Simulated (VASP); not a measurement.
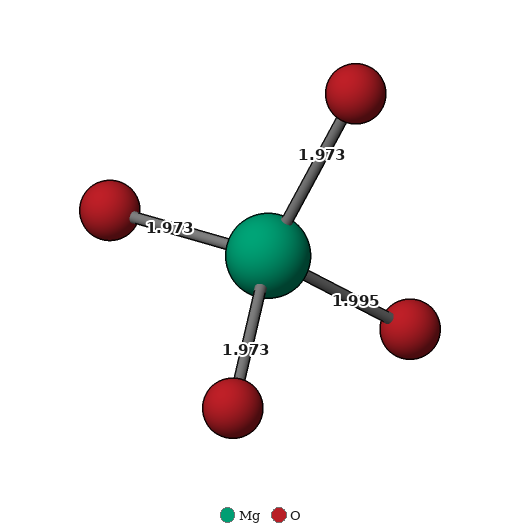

The surroundings of site Mg1 (at 0.667, 0.333, 0.502) in MgO (P6_3mc, No. 186), with bond lengths in Å.

Origin of the cell: a cell listed in the Materials Project, as set up for an electronic-structure calculation.

```
CELL_PARAMETERS angstrom
3.30779 0.00000 0.00000
-1.65389 2.86463 0.00000
0.00000 0.00000 4.98288
ATOMIC_POSITIONS crystal
Mg 0.66667 0.33333 0.50216
Mg 0.33333 0.66667 0.00216
O 0.66667 0.33333 0.90244
O 0.33333 0.66667 0.40244
```

Bond valence s = exp((R0 − d)/b), R0 fitted to published crystal structures with b = 0.37 Å; R0 in Å: Mg2+–O 1.677.

### Calculate the bond-valence sum of Mg1 from the bonds drawn.

3 × 0.449 + 1 × 0.423 = 1.77 v.u., against a formal valence of 2: underbonded (bonds long for this ion) by 0.23.

### And over the whole structure?

```tsv
site	x, y, z	formal valence	bond-valence sum	difference
Mg1	0.667, 0.333, 0.502	+2	1.83	-0.17
O1	0.667, 0.333, 0.902	−2	1.83	-0.17
```

These sums include all anions within 5 Å. The global instability index (root mean square of the differences over all atoms) is 0.17 v.u.: moderate strain, common in real structures. The cell was not relaxed for this table, and a volume that is off by a few per cent shifts all sums together.
